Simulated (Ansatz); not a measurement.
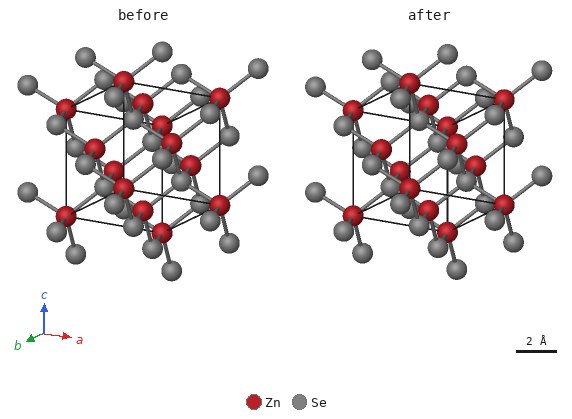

The structure of a crystal of ZnSe (built on the zincblende type) before (left) and after (right) a relaxation, at one scale.

The picture is a ball-and-stick view of the conventional cell (4 times the calculation's cell), seen from a free direction. Lengths and directions refer to the drawn axes.

Computed with Ansatz, DFT, PBEsol, plane waves, PAW.

The input:
```yaml
crystal:
  lattice:
    - [0.0, 2.8661396047, 2.8661396047]
    - [2.8661396047, 0.0, 2.8661396047]
    - [2.8661396047, 2.8661396047, 0.0]
  atoms:
    - { symbol: Zn, position: [0.0, 0.0, 0.0] }
    - { symbol: Se, position: [0.25, 0.25, 0.25] }
kpoints:
  mp_grid: { grid: [8, 8, 8] }
hamiltonian:
  xc: pbesol
scf:
  occupations: { method: fermi_dirac, width: 0.02 }
relax:
  f_tol: 0.005
  cell: {}
```

Run as
```bash
ansatz run input.yaml --threads 4 --pin off --max-ram 7372MiB --backend cpu --events-out ev --progress --plain --runs-dir out
```

Describe what moved and what it gained.

Over 3 accepted moves (4 points after the start) the energy falls by 11.8 meV per atom. All forces vanish by symmetry, so only the cell relaxes. The pressure goes from −3.02 to 0.00 GPa. At 1 point the geometry stayed and the basis and grid were re-selected for the new cell (energy shift of 0.4 meV per atom at most each time). The atoms keep their places relative to the cell (all moves are under 0.005 Å). Cell: a = b = c 5.732 → 5.634 Å (−1.7 %). Volume −5.1 %. Near-neighbour distances that change, for instance: Zn1–Se2 2.482 → 2.439 Å. The space group stays F-43m (No. 216). The run took 2.2 s on 4 threads of AMD EPYC 9R14 (Zen 4), with other jobs on the host, peak memory 0.43 GiB.
